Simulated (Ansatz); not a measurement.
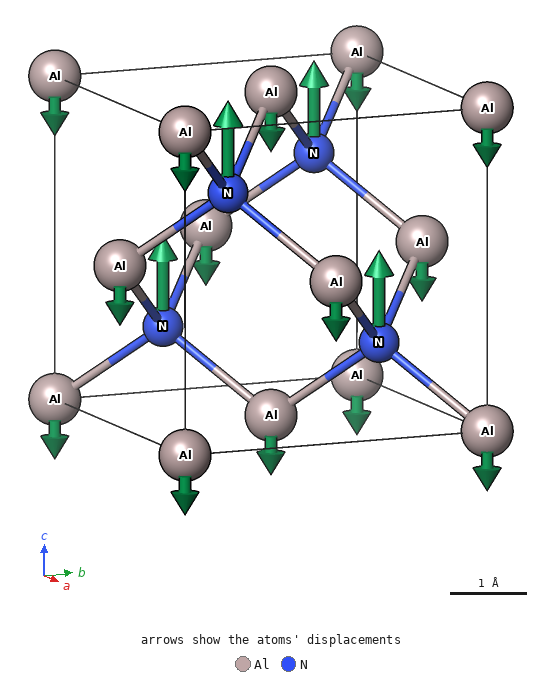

The lowest optical mode of solid AlN, space group F-43m (No. 216), at the zone centre. The green arrows are the displacements of the atoms (eigenvector over the root of the mass), of arbitrary overall length and sign. The picture is a ball-and-stick view of the conventional cell (4 times the calculation's cell), seen slightly off an axis. Lengths and directions refer to the drawn axes.

The calculation used DFT r2SCAN, scalar-relativistic, plane waves, PAW (Ansatz). (plane-wave cutoff 500 eV; k-point mesh 10 × 10 × 10; occupations gaussian; smearing width 0.05 eV; no spin polarisation)

Frequencies are those without the non-analytic (LO–TO) term.

### Is the structure stable against all modes at this point?

Yes: this softest mode has a real frequency, and so have all others here. That speaks for this wave vector alone: the rest of the zone wasn't checked in this run. This is the T₂ mode (triply degenerate; one member of the set is drawn) at 663 cm⁻¹, the only optical level, infrared- and Raman-active by symmetry. The N sublattice moves against the Al sublattice, along c; the kinetic energy is shared as N 66 %, Al 34 %.
